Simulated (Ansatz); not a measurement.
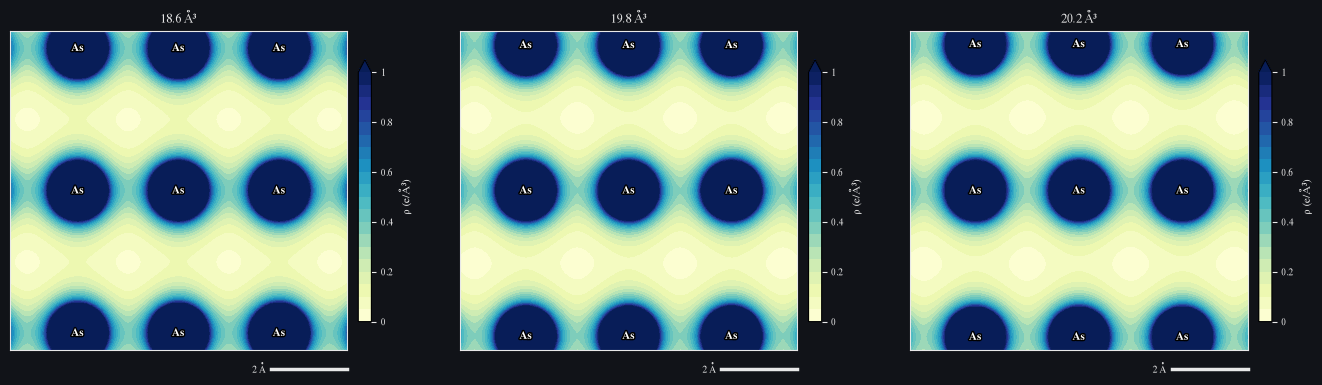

As. The valence electron density of cells scaled evenly to different volumes (given per atom above each panel), on the (011) plane of each (indices in the axes of the cell below), at one length scale and on one colour scale.

A structure from a database of computed crystals, not necessarily the ambient phase.

Computed with Kohn-Sham DFT of a periodic cell, LDA, Ansatz PAW in Ansatz.

The largest cell:

```
CELL_PARAMETERS angstrom
2.72159 0.00000 0.00000
0.00000 2.72159 0.00000
0.00000 0.00000 2.72159
ATOMIC_POSITIONS crystal
As 0.50000 0.50000 0.50000
```

| volume (Å³/atom) | As–As contact in the plane (Å) | ρ at its midpoint (e/Å³) | pressure (GPa) | 
| --- | --- | --- | --- |
| 18.58 | 2.648 | 0.385 | 2.6 | 
| 18.97 | 2.667 | ? | ? | 
| 19.76 | 2.704 | 0.351 | −3.2 | 
| 20.16 | 2.722 | 0.341 | −4.7 | 

Estimate the missing row, and compare with the calculation.

Over the known rows ln ρ falls by 1.64 per Å of As–As distance (a least-squares line), which gives 0.373 e/Å³ at 2.667 Å; the calculation gives 0.373 e/Å³. For the pressure, a straight line in volume between the neighbouring rows gives 0.7 GPa; the calculation gives 0.4.
